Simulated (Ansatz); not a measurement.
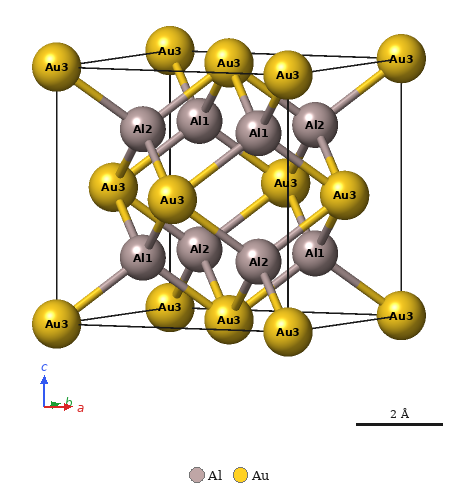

The structure (ball-and-stick view of the cell 4 times as large as that of the calculation, set on its symmetry axes, seen at an oblique angle; atoms are numbered from 1 in the order of the input). Near neighbours in the crystal (not all of them lie inside the picture): Al has 4 Au at 2.60 Å; Au has 8 Al at 2.60 Å.

Single-point calculation of Al$_{2}$Au

The run: single-point calculation of Al$_{2}$Au (Fm-3m, 3 atoms in the cell). Method and program: DFT PBE, scalar-relativistic, plane waves, PAW, no spin polarisation (Ansatz 0.2.0).

The structure derives from an entry of the Crystallography Open Database. Figures and captions count atoms from 1; the log counts them from 0 in places.

The input
```yaml
crystal:
  lattice:
    - [0.0, 3.0, 3.0]
    - [3.0, 0.0, 3.0]
    - [3.0, 3.0, 0.0]
  atoms:
    - { symbol: Al, position: [0.25, 0.25, 0.25] }
    - { symbol: Al, position: [0.75, 0.75, 0.75] }
    - { symbol: Au, position: [0.0, 0.0, 0.0] }
basis:
  ecutwfc: 420
kpoints:
  mp_grid: { grid: [12, 12, 12] }
hamiltonian:
  xc: pbe
scf:
  occupations: { method: gaussian, width: 0.1 }
output:
  forces: true
  stress: true
  eigenvalues: true
  populations: true
  write_density: true
  write_potential: true
  elf: true
  volumetric_format: npy
```

Hardware: 1 thread of an Arm (aarch64) CPU, shared host.

Launch command:
```bash
ansatz run input.yaml --threads 1 --pin off --max-ram 2560MiB --backend cpu --events-out ev --progress --plain --runs-dir out
```

Output
```
Engine: ansatz 0.2.0, aarch64-unknown-linux-gnu
Pseudopotentials: kind: paw
Pseudopotential: Al, paw, valence charge 3, recommended cutoff 420 eV (normal), Al.paw.azcp
Pseudopotential: Au, paw, valence charge 19, recommended cutoff 420 eV (normal), Au.paw.azcp
Functional definition: PBE
  parameter kappa = 0.804
  parameter beta = 0.06672455060314922
  exchange = pbe_x(kappa = kappa, mu = beta*pi^2/3)
  correlation = pbe_c(beta = beta)
Crystal: 3 atoms, lattice volume = 54.000 Å³
Basis set: ecut = 420 eV, 1067 PW (Γ), exchange–correlation on 60×60×60 points (8 copies of the dense FFT grid, shifted against one another)
Bands: 17, of which v1, the nominal top of the filled ones, is band 13 counted from 1 (12 counted from 0)
Symmetry: 48 space group operations
Space group: Fm-3m (ITA 225), of the structure as read, at distance tolerance 3.8e-5 Å
k-points: 72 of 1728
Non-local potential: Al, projectors of the file, l = 0: 2, l = 1: 2, l = 2: 1
Non-local potential: Au, projectors of the file, l = 0: 3, l = 1: 2, l = 2: 2, l = 3: 1
PAW form: soft (Blöchl's): semilocal exchange-correlation on the pseudo side does not see the compensation charge
PAW one-centre angular grid: Al, 110 points (default); XC on 64 Gauss nodes
PAW one-centre angular grid: Au, 590 points (default); XC on 64 Gauss nodes
Initial density: superposition of atomic densities (neutral atoms: chi_scale 0, normalization atom), corrected by the library's trained network
Initial wavefunctions: pseudopotential atomic-orbital guess
Functional: x = pbe(κ = 0.804, μ = 0.2195149727645171), c = pbe(β = 0.06672455060314922)
SCF iter   1: F=—  HF=-14225.619352 eV  |F-HF|=—  |Δ(HF+E_count)|=         —  Δρ=2.37e-3  dr2=2.66e-3  ethr=1.77e-3  ⟨swp⟩=5.2  Hψ=6137  notcnv=0
preconditioner: auto → Kerker (q_TF=auto, 2.400 Å⁻¹)  [metal: Δε(μ)=0.046 eV  Ē_g=9.460 eV  σ=0.100 eV  W_gap=0.26  n_scr=14 (ndim 8)  ℏωp=20.8 eV  f_vac=0.007  D(μ)=0.95/eV (n_scr^D=0)]
SCF iter   2: F=—  HF=-14225.619933 eV  |F-HF|=—  |Δ(HF+E_count)|=   5.81e-4  Δρ=1.16e-3  dr2=7.47e-4  ethr=1.07e-5  ⟨swp⟩=2.2  Hψ=2257  notcnv=0
SCF iter   3: F=—  HF=-14225.620292 eV  |F-HF|=—  |Δ(HF+E_count)|=   3.59e-4  Δρ=5.84e-4  dr2=2.48e-4  ethr=2.99e-6  ⟨swp⟩=1.2  Hψ=1205  notcnv=0
SCF iter   4: F=—  HF=-14225.620448 eV  |F-HF|=—  |Δ(HF+E_count)|=   1.56e-4  Δρ=1.32e-4  dr2=1.62e-5  ethr=9.91e-7  ⟨swp⟩=2.0  Hψ=1708  notcnv=0
SCF iter   5: F=—  HF=-14225.620420 eV  |F-HF|=—  |Δ(HF+E_count)|=   2.82e-5  Δρ=4.55e-5  dr2=2.16e-6  ethr=6.47e-8  ⟨swp⟩=2.0  Hψ=1727  notcnv=0
SCF iter   6: F=-14225.620421 eV  HF=-14225.620421 eV  |F-HF|=3.22e-8  |Δ(HF+E_count)|=   6.77e-7  Δρ=1.05e-5  dr2=5.59e-8  ethr=4.00e-10  ⟨swp⟩=8.4  Hψ=9003  notcnv=0
SCF 1 converged in 6 iterations: F = -14225.620421 eV  dr2 = 5.59e-8
  greatest PAW one-centre occupation: 1.001 electrons in one spin orbital (limit 2), on the Au atom at site 2 (counted from 0), in its partial waves of l = 0
```

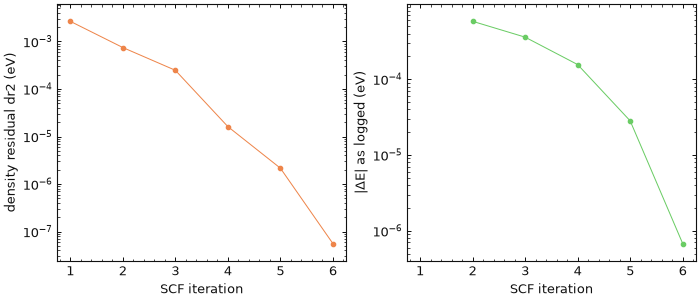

Convergence of the self-consistent field: density residual dr2 and size of the energy change against the SCF iteration. The residual falls at every step.

```
SCF converged after 6 iterations
Free energy (F): -14225.620421 eV
Harris-Foulkes:  -14225.620421 eV  (|F-HF|=3.22e-8)
Internal energy: -14225.615655 eV  (E = F + TS)
E sigma→0 (E₀):  -14225.618038 eV
Entropy (-TS):   -0.004766 eV (-1.589 meV/atom)
Fermi energy:    11.280855 eV
--- Per-component energies (eV) ---
  E_band       = -374.301208
  E_kinetic    = 650.362690
  E_local      = -2964.463022  (includes V_loc(G=0)·N_el)
  E_nonlocal   = 88.466617
  E_hartree    = 1275.998169
  E_xc         = -309.586123
  E_vxc        = -336.112885  (∫ρ·V_xc dr)
  E_paw        = -10638.309523  (= ΣΔE_a)
  E_vpaw       = -364.567432  (= ΣTr[D̂ρ^β])
  E_aug_tail   = 0.001402  (compensation charges beyond the density's cutoff)
  E_ewald      = -2328.085865
  E_smearing   = -0.004766  (= −TS)
  E_closure    = -0.000000  (closes the sum)
  Σ components = -14225.620421   (vs F -14225.620421, Δ=0.00e0)
--- Forces (eV/Å), atoms counted from 1 ---
  atom   1  Al    -0.00000000    -0.00000000     0.00000000
  atom   2  Al    -0.00000000     0.00000000     0.00000000
  atom   3  Au    -0.00000000     0.00000000    -0.00000000
  max |Σ_I F_I| component: 9.25e-17 eV/Å
--- Stress (GPa, compression-positive) ---
        3.416170       0.000000       0.000000
        0.000000       3.416170       0.000000
       -0.000000      -0.000000       3.416170
  P = ⅓ Tr σ = 3.4162 GPa (34.162 kbar)
--- Band table (eV; the first three rows and the last of 72) ---
  k-point 0: bands = ["-95.9186", "-47.3056", "-47.3056", "-47.3056", "0.7194", "4.6757", "4.6757", "4.6757", "5.6333", "5.6333", "13.5130", "14.2190", "14.2190", "14.2190", "15.1867", "15.1867", "15.1867"]
  k-point 1: bands = ["-95.9186", "-47.3056", "-47.3056", "-47.3056", "0.8108", "4.6450", "4.6991", "4.6991", "5.6282", "5.6282", "12.7151", "13.7016", "13.8336", "13.8336", "15.6060", "15.6060", "16.1539"]
  k-point 2: bands = ["-95.9186", "-47.3058", "-47.3056", "-47.3056", "1.0798", "4.5675", "4.7600", "4.7600", "5.6208", "5.6208", "10.9466", "13.2185", "13.2185", "13.8537", "15.9463", "15.9463", "16.3414"]
  k-point 71: bands = ["-95.9186", "-47.3063", "-47.3063", "-47.3059", "4.2315", "4.2315", "4.9501", "5.0317", "5.4894", "6.0759", "7.2462", "7.2462", "9.0856", "15.3978", "15.3978", "16.4829", "16.5740"]
--- Löwdin populations: 3 sites ---
  site symbol       q [e]
     0     Al      3.2333
     1     Al      3.2333
     2     Au     18.3153
  spilling = 0.008722 (of n_electrons = 25.000000)
```

File populations.tsv
```
# site	symbol	l	j	q
# orbitals = lowdin
# n_electrons = 25.000000
# spilling = 0.008722
0	Al	0_3S	-	0.983238
0	Al	1_3P	-	2.250083
1	Al	0_3S	-	0.983238
1	Al	1_3P	-	2.250083
2	Au	0_5S	-	1.953292
2	Au	0_6S	-	0.870552
2	Au	1_5P	-	5.987178
2	Au	2_5D	-	9.504281
```

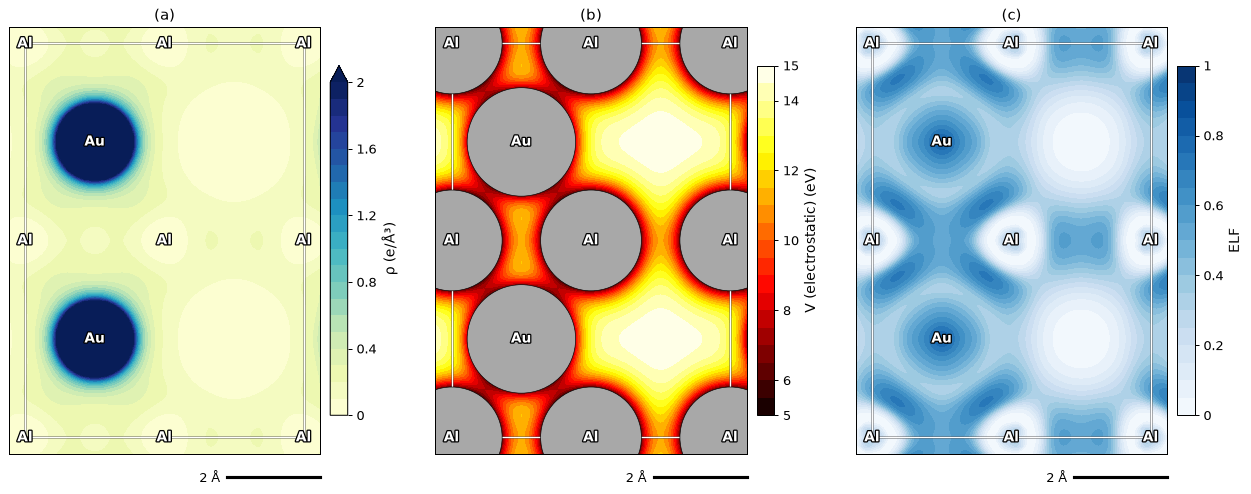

(a) valence electron density; (b) electrostatic potential (local pseudopotential plus Hartree) felt by an electron; (c) electron localisation function on the (101) plane of the conventional cell. Grey discs, where drawn, cover atomic cores. The section cuts through Al and Au sites. Al–Au (2.60 Å): ρ at the midpoint is about 0.41 e/Å³; the ELF is about 0.50 at the midpoint (no localised pair between them). Away from the nuclei the density in this plane falls to 0.02 e/Å³ at its lowest. The strong features right at Au lie inside the PAW spheres (semicore, d or f shells) and say nothing about bonding. Outside the cores the potential energy rises away from the atoms and is highest about 2.6 Å from the nearest atoms; outside the discs it spans about 9 eV, and its zero is arbitrary. Core electrons are frozen (PAW), so the fields are smoothed inside the atomic spheres.

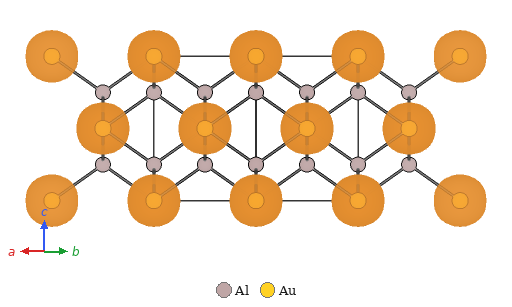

Isosurface of the valence charge density (pseudo) at 0.6 e/Å³ (orange), seen along [110]. Sticks mark near contacts. The outline is the cell set on symmetry axes. At this value the density breaks into separate islands; it holds about 65 % of the electrons treated as valence (semicore included). It is pinched off along the Al–Au (2.60 Å) contacts. On the grid the lowest density along these lines, outside the cores, is 0.29 e/Å³ (Al–Au, 2.60 Å).

Key numbers

```json
{"quantity": "outcome", "value": "converged"}
{"quantity": "space group (tolerance 0.01 Å)", "value": "Fm-3m (225)"}
{"quantity": "electrons treated", "value": "25"}
{"quantity": "free energy", "value": "−14225.6204 eV"}
{"quantity": "Fermi energy", "value": "11.281 eV"}
{"quantity": "gap on the k-point mesh", "value": "none (metallic)"}
{"quantity": "pressure", "value": "3.42 GPa"}
{"quantity": "largest force (length of the vector)", "value": "under 0.001 eV/Å"}
{"quantity": "wall time", "value": "4.2 s"}
{"quantity": "peak memory", "value": "0.34 GiB"}
```

Remarks

Spin–orbit coupling is left out, which matters for Au.
